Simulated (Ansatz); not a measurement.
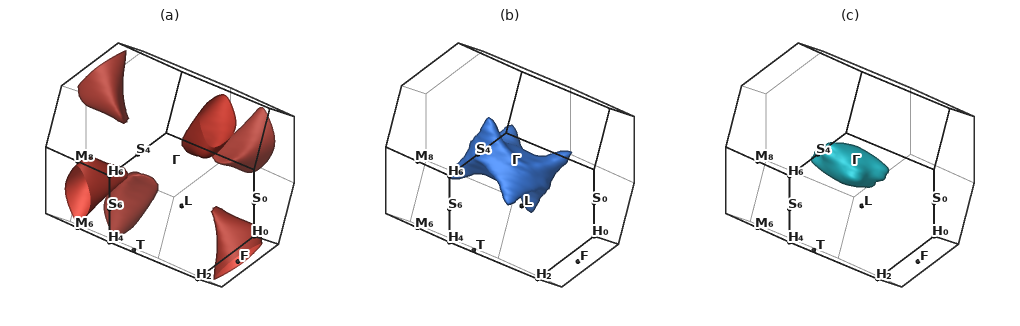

A computed Fermi surface in the first Brillouin zone. Each panel holds one band. The brighter face of a sheet looks towards empty states.

Which Bravais lattice has this zone?

Rhombohedral.

What do the sheets look like?

Panel (a): three hole pockets centred at F (each 1.7 % of the zone).
Panel (b): one electron pocket centred at Γ (3.5 % of the zone).
Panel (c): one electron pocket centred at Γ (1.5 % of the zone).
A pocket cut by a face of the zone is counted once with the part on the opposite face.

The surface was computed for Ti₃O₂ (R-3c); other compounds with the same structure and electron count can look alike.

Method: Ansatz, DFT PBEsol, scalar-relativistic, plane waves, PAW; levels and slopes on a dense k mesh at the converged density. No spin polarisation. Mesh 18×18×18, interpolated with the band slopes. The geometry was not relaxed (residual pressure −6 GPa). The cell comes from a database of computed structures, not from a measurement.

No Hubbard term was used and no spin, so a compound that is really a magnetic or Mott insulator can come out metallic. A magnetic state wasn't tried and may lie lower. Necks and pockets thinner than about two mesh steps aren't resolved, so separate pockets may in truth be joined.
